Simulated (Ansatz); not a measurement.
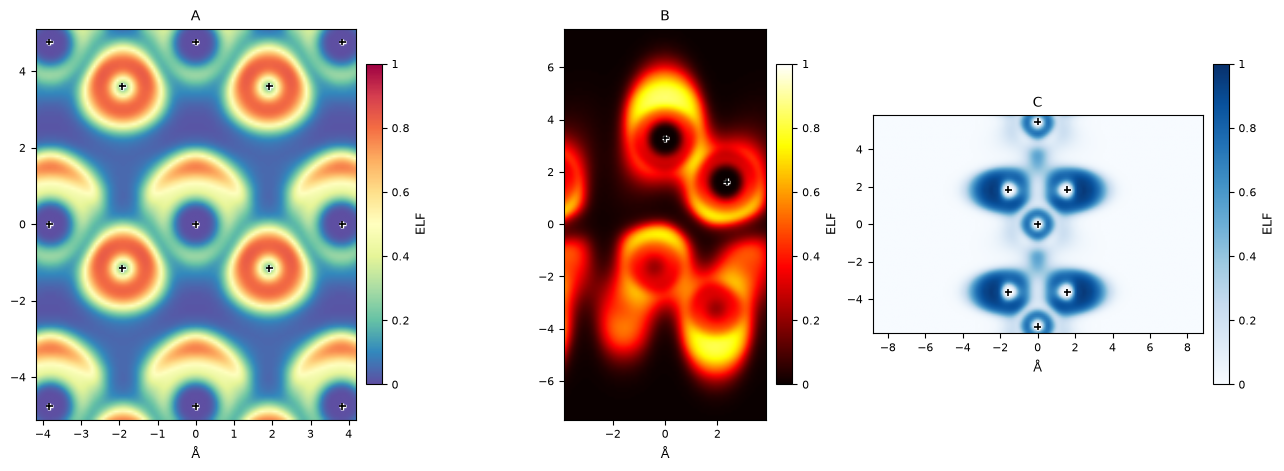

The ELF of 3 systems, each on a plane through atoms (crosses mark nuclei in the plane).

Level of theory: Ansatz 0.2.0, DFT PBE+D3(BJ), scalar-relativistic, plane waves, PAW.

System 1: Sb (slab), the (110) plane of the calculation cell, a cut from vacuum to vacuum. 

System 2: SnO, the (010) plane of the calculation cell. Space group P4/nmm; a structure from a database of computed crystals, not necessarily the ambient phase.

```yaml
crystal:
  lattice:
    - [2.71312, -2.71310, 0.00000]
    - [2.71312, 2.71310, 0.00000]
    - [0.00000, 0.00000, 9.52714]
  atoms:
    - { symbol: Sn, position: [0.75001, 0.24999, 0.87162] }
    - { symbol: Sn, position: [0.24999, 0.75001, 0.12838] }
    - { symbol: Sn, position: [0.74999, 0.25001, 0.37162] }
    - { symbol: Sn, position: [0.25001, 0.74999, 0.62838] }
    - { symbol: O, position: [0.25000, 0.25000, 0.25000] }
    - { symbol: O, position: [0.75000, 0.75000, 0.75000] }
    - { symbol: O, position: [0.25000, 0.25000, 0.75000] }
    - { symbol: O, position: [0.75000, 0.75000, 0.25000] }
```

System 3: WS₂, the (110) plane of the conventional cell. Space group P-6m2; a structure from a database of computed crystals, not necessarily the ambient phase.

Question: Match each panel to its system.

Answer: Panel A is system 2, SnO: the plane holds Sn and O. Sn–O (2.24 Å): the ELF peaks at about 0.85 in the valence shell of O, 0.6 Å from its nucleus, and is about 0.20 at the midpoint (no localised pair shows between them). Panel B is system 1, Sb: the plane holds Sb. Sb–Sb (2.87 Å): the ELF peaks at about 0.70 between the atoms. Panel C is system 3, WS₂: the plane holds W and S. W–S (2.41 Å): the ELF peaks at about 0.85 in the valence shell of S, 0.8 Å from its nucleus, and is about 0.50 at the midpoint.
